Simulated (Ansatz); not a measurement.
Run report: SnO2, single-point calculation (part 2 of 2)

Continued. System: SnO2 (slab, 24 atoms in the cell). Method: DFT PBE, scalar-relativistic, plane waves, PAW, no spin polarisation (Ansatz 0.2.0); cutoff 420 eV, 3×2×1 k-mesh, Gaussian smearing of 0.05 eV. The structure derives from an entry of the Crystallography Open Database. It belongs to a series of runs on one base structure; here: the slab at its places in the relaxed adsorbed structure.

Geometry of the input (Å; fractional positions):
```
6.4760  0.0000  0.0000
0.0000  6.8274  0.0000
0.0000  0.0000  25.6600
O  0.0000  0.0000  0.3118
O  0.5000  0.0000  0.3118
Sn 0.0000  0.5000  0.3632
Sn 0.5000  0.5000  0.3632
Sn 0.2500  0.0000  0.3632
Sn 0.7500  0.0000  0.3632
O  0.2500  0.3066  0.3632
O  0.7500  0.3066  0.3632
O  0.2500  0.6934  0.3632
O  0.7500  0.6934  0.3632
O  0.0000  0.0000  0.4147
O  0.5000  0.0000  0.4147
O  -0.0000  0.5112  0.4438
O  0.5000  0.5073  0.4445
Sn 0.0000  -0.0014  0.4917
Sn 0.5000  0.0064  0.4961
Sn 0.2480  0.5022  0.5009
Sn 0.7520  0.5022  0.5009
O  0.2489  0.8155  0.5056
O  0.7512  0.8155  0.5056
O  0.2421  0.1908  0.4982
O  0.7580  0.1908  0.4982
O  -0.0000  0.4980  0.5486
O  0.5000  0.4828  0.5486
```

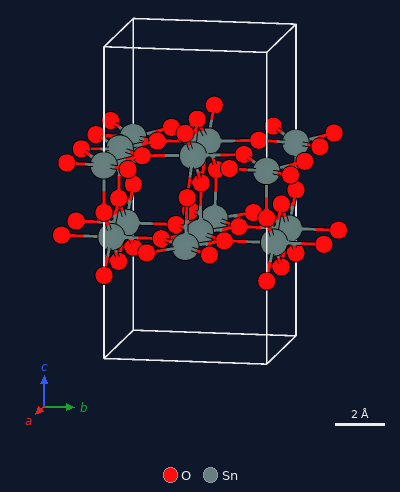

*The input geometry (ball-and-stick view of the cell of the calculation, with the vacuum cut short, seen slightly off an axis; bonded neighbours outside the cell are drawn too). An atom can appear more than once, as a periodic image.*

### What the program printed, continued
```
--- Per-component energies (eV) ---
  E_band       = -3059.916397
  E_kinetic    = 4293.366747
  E_local      = -222544.607475  (includes V_loc(G=0)·N_el)
  E_nonlocal   = 531.640062
  E_hartree    = 110217.749801
  E_xc         = -4211.789287
  E_vxc        = -2243.107126  (∫ρ·V_xc dr)
  E_paw        = -35696.490979  (= ΣΔE_a)
  E_vpaw       = -3532.758392  (= ΣTr[D̂ρ^β])
  E_aug_tail   = 0.038716  (compensation charges beyond the density's cutoff)
  E_efield     = 0.000198  (sawtooth field / dipole correction)
  E_vefield    = 0.022834  (∫n·V_field dr)
  E_ewald      = 90144.756639
  E_smearing   = -0.000000  (= −TS)
  E_closure    = 0.000000  (closes the sum)
  Σ components = -57265.335578   (vs F -57265.335578, Δ=0.00e0)
--- Forces (eV/Å), atoms counted from 1 ---
  atom   1  O     -0.00001151     0.02056533     1.30359972
  atom   2  O     -0.00003522     0.01591682     1.23072640
  atom   3  Sn    -0.00001685     0.09659033     2.24688556
  atom   4  Sn     0.00000881     0.09544511     2.49700976
  atom   5  Sn     0.18215676    -0.02891895    -3.09411347
  atom   6  Sn    -0.18220937    -0.02895366    -3.09422277
  atom   7  O     -0.02958650     1.12408803    -0.70149657
  atom   8  O      0.02957669     1.12405948    -0.70150250
  atom   9  O     -0.00613091    -1.11494874    -0.79758358
  atom  10  O      0.00612375    -1.11493916    -0.79762060
  atom  11  O      0.00004349    -0.13133987     0.39997149
  atom  12  O      0.00058244    -0.03935280     1.65527681
  atom  13  O      0.00024392    -0.02073814    -0.04919472
  atom  14  O      0.00009065    -0.00626627    -0.27585686
  atom  15  Sn     0.00125907    -0.09885767     0.38740903
  atom  16  Sn    -0.00218167     0.04393481    -1.23168158
  atom  17  Sn     0.41096674    -0.05799641     0.65815568
  atom  18  Sn    -0.41121768    -0.05780918     0.65789934
  atom  19  O      0.28996319     0.33666464     0.09554535
  atom  20  O     -0.29001618     0.33645217     0.09551146
  atom  21  O      0.49070594    -0.33463871     0.25253268
  atom  22  O     -0.49146263    -0.33486445     0.25224704
  atom  23  O      0.00101492     0.04187518    -0.37103095
  atom  24  O      0.00013209     0.13402456    -0.61842560
  max |Σ_I F_I| component: 4.11e-5 eV/Å
--- Band table (eV) ---
  k-point 0: bands = ["-24.6267", "-24.5780", "-24.5174", "-24.5015", "-24.1792", "-24.1485", "-23.9631", "-23.9611", "-23.9488", "-23.9299", "-23.9160", "-23.9148", "-23.8958", "-23.8940", "-23.8670", "-23.8344", "-23.7678", "-23.7155", "-23.6986", "-23.6028", "-23.4410", "-23.3485", "-23.2531", "-23.1944", "-23.1606", "-22.9986", "-22.8018", "-22.7460", "-22.7291", "-22.7202", "-22.7107", "-22.6444", "-22.6356", "-22.5856", "-22.5809", "-22.5719", "-22.5650", "-22.5546", "-22.4858", "-22.3979", "-21.6624", "-20.7856", "-20.6864", "-20.5989", "-20.4819", "-20.4201", "-20.1045", "-19.9575", "-19.4522", "-19.4002", "-19.1277", "-19.1240", "-18.4138", "-18.1598", "-17.4900", "-17.3696", "-10.6937", "-10.5310", "-10.5128", "-10.3064", "-9.9556", "-9.2624", "-8.3442", "-8.0846", "-7.7360", "-7.5374", "-7.2073", "-7.0924", "-6.9096", "-6.8012", "-6.7127", "-6.6048", "-6.3880", "-6.2049", "-6.1154", "-5.9286", "-5.8697", "-5.8532", "-5.7447", "-5.6778", "-5.5897", "-5.3795", "-5.0174", "-4.9012", "-4.8674", "-4.8278", "-4.8056", "-4.7869", "-4.6851", "-4.5173", "-4.4461", "-4.3453", "-4.2649", "-3.9096", "-3.7793", "-3.3524", "-3.3390", "-3.2573", "-3.1247", "-3.0556", "-2.8661", "-2.7703", "-2.6282", "-2.5821", "-2.1475", "-1.3999", "-0.4542", "0.5592", "1.1684", "1.2952", "1.9032", "2.5546", "2.7751", "3.1141", "3.1817", "3.2664", "3.3979", "3.6729", "3.6961", "4.1422", "4.3617", "4.8040", "4.9461", "5.1658", "5.7552", "5.8222", "5.8773", "6.0892"]
  k-point 1: bands = ["-24.6857", "-24.5463", "-24.5370", "-24.4929", "-24.1792", "-24.1493", "-23.9621", "-23.9604", "-23.9489", "-23.9297", "-23.9161", "-23.9155", "-23.8942", "-23.8939", "-23.8670", "-23.8345", "-23.7682", "-23.7188", "-23.6950", "-23.6032", "-23.4611", "-23.3473", "-23.2285", "-23.1665", "-23.0437", "-22.8329", "-22.8036", "-22.7460", "-22.7290", "-22.7196", "-22.7106", "-22.6427", "-22.6370", "-22.5856", "-22.5810", "-22.5712", "-22.5649", "-22.5509", "-22.4870", "-22.3942", "-21.5136", "-21.2956", "-21.0189", "-20.8349", "-20.6746", "-20.5224", "-19.9994", "-19.5799", "-19.4617", "-19.1733", "-19.1092", "-18.8948", "-18.3239", "-18.1193", "-17.4894", "-17.3696", "-10.5488", "-10.4739", "-9.9656", "-9.9031", "-9.7692", "-9.2638", "-8.6421", "-8.4939", "-8.3626", "-8.2840", "-8.0951", "-7.8840", "-6.7947", "-6.7890", "-6.6366", "-6.5979", "-6.5839", "-6.5205", "-6.4104", "-6.1921", "-5.8759", "-5.5628", "-5.3825", "-5.3553", "-5.2080", "-5.0949", "-4.9949", "-4.9321", "-4.8881", "-4.7564", "-4.6991", "-4.4815", "-4.4074", "-4.4024", "-4.3159", "-4.0281", "-4.0124", "-3.9648", "-3.4388", "-3.3279", "-3.3259", "-3.2391", "-3.1086", "-3.1019", "-2.9906", "-2.8501", "-2.7878", "-2.6123", "-1.4906", "-1.1082", "-0.3787", "0.6746", "0.8836", "0.9568", "2.7127", "2.8279", "2.8906", "2.9731", "3.2695", "3.3327", "3.6790", "3.8456", "3.8517", "3.9418", "4.0572", "4.1712", "5.0193", "5.0415", "5.3307", "5.3738", "5.5350", "5.5662"]
  k-point 2: bands = ["-24.4879", "-24.4625", "-24.4167", "-24.3668", "-24.2440", "-24.2386", "-24.1623", "-24.0356", "-23.9346", "-23.9286", "-23.9236", "-23.9194", "-23.9110", "-23.8876", "-23.8856", "-23.8752", "-23.8422", "-23.7174", "-23.7007", "-23.6536", "-23.3774", "-23.2968", "-23.2330", "-23.1320", "-23.0668", "-23.0003", "-22.9394", "-22.7689", "-22.7455", "-22.7227", "-22.7146", "-22.7016", "-22.6585", "-22.6249", "-22.5834", "-22.5761", "-22.5687", "-22.5518", "-22.5081", "-22.4664", "-21.4937", "-21.0240", "-20.7149", "-20.5764", "-20.3442", "-20.0860", "-19.9884", "-19.8042", "-19.7089", "-19.4334", "-19.3006", "-19.1007", "-18.2283", "-17.9918", "-17.7437", "-17.5953", "-10.6684", "-10.5652", "-10.3412", "-9.8713", "-9.6000", "-8.9914", "-8.8498", "-7.5777", "-7.5290", "-7.4207", "-7.1953", "-6.9998", "-6.9887", "-6.7706", "-6.6657", "-6.5313", "-6.4491", "-6.4142", "-6.3448", "-6.2892", "-6.0609", "-6.0152", "-5.8178", "-5.7781", "-5.7274", "-5.6287", "-5.4883", "-5.3460", "-5.1682", "-5.1527", "-4.7993", "-4.7158", "-4.6041", "-4.4323", "-4.4111", "-4.1818", "-4.1142", "-4.0386", "-3.8070", "-3.6986", "-3.3342", "-3.2605", "-3.2097", "-3.1053", "-2.7443", "-2.7286", "-2.6070", "-2.5752", "-1.4228", "-0.8315", "-0.6449", "0.3127", "1.5605", "1.6163", "1.9238", "2.1760", "3.3885", "3.4770", "3.6559", "3.7380", "3.8866", "4.0558", "4.2062", "4.6446", "4.7759", "4.9265", "5.1158", "5.2094", "5.3000", "5.4122", "5.4927", "5.9018"]
  k-point 3: bands = ["-24.5449", "-24.4263", "-24.4105", "-24.3956", "-24.2345", "-24.2256", "-24.2003", "-24.0656", "-23.9343", "-23.9287", "-23.9235", "-23.9194", "-23.9109", "-23.8877", "-23.8845", "-23.8744", "-23.8404", "-23.7161", "-23.6986", "-23.6520", "-23.3284", "-23.2515", "-23.1119", "-23.1107", "-23.0556", "-22.9430", "-22.8983", "-22.7666", "-22.7449", "-22.7229", "-22.7146", "-22.7007", "-22.6587", "-22.6250", "-22.5790", "-22.5762", "-22.5687", "-22.5512", "-22.5085", "-22.4664", "-21.3269", "-21.2144", "-21.0825", "-20.9669", "-20.4993", "-20.2552", "-20.1563", "-19.7135", "-19.4427", "-19.1979", "-19.0808", "-18.9289", "-18.1383", "-17.9553", "-17.7107", "-17.5778", "-10.2943", "-10.2183", "-9.9756", "-9.9403", "-9.3694", "-8.9557", "-8.6786", "-8.4663", "-8.4400", "-8.2657", "-7.6129", "-7.5446", "-7.4586", "-7.3663", "-7.1002", "-6.8480", "-6.7098", "-6.4429", "-6.1969", "-6.0771", "-6.0616", "-6.0395", "-5.5343", "-5.2545", "-5.2343", "-5.0391", "-5.0102", "-4.9526", "-4.8311", "-4.7989", "-4.7617", "-4.6167", "-4.4043", "-4.3452", "-4.1673", "-4.0962", "-4.0330", "-3.8905", "-3.8349", "-3.6534", "-3.3306", "-3.2329", "-3.1882", "-3.0726", "-2.8861", "-2.8459", "-2.7367", "-2.6608", "-1.2070", "-0.6948", "-0.6584", "0.3612", "1.5035", "1.5906", "2.4268", "2.6046", "3.4387", "3.4425", "3.6838", "3.8674", "3.8813", "4.0304", "4.3510", "4.6336", "4.6751", "4.7785", "5.1990", "5.2729", "5.2863", "5.4581", "5.7119", "5.7286"]
```

### Summary

```csv
quantity,value
outcome,converged
electrons treated,208
free energy,−57265.3356 eV
"work function, top face",6.84 eV
"work function, bottom face",6.63 eV
Fermi energy,−2.359 eV
gap on the k-point mesh,0.43 eV
work function (upper face),6.84 eV
largest force (length of the vector),3.100 eV/Å
hardware,"4 threads of Arm Neoverse V2, 24 GiB of memory available, shared host"
wall time,26 s (CPU time 80 s)
peak memory,2.4 GiB
```
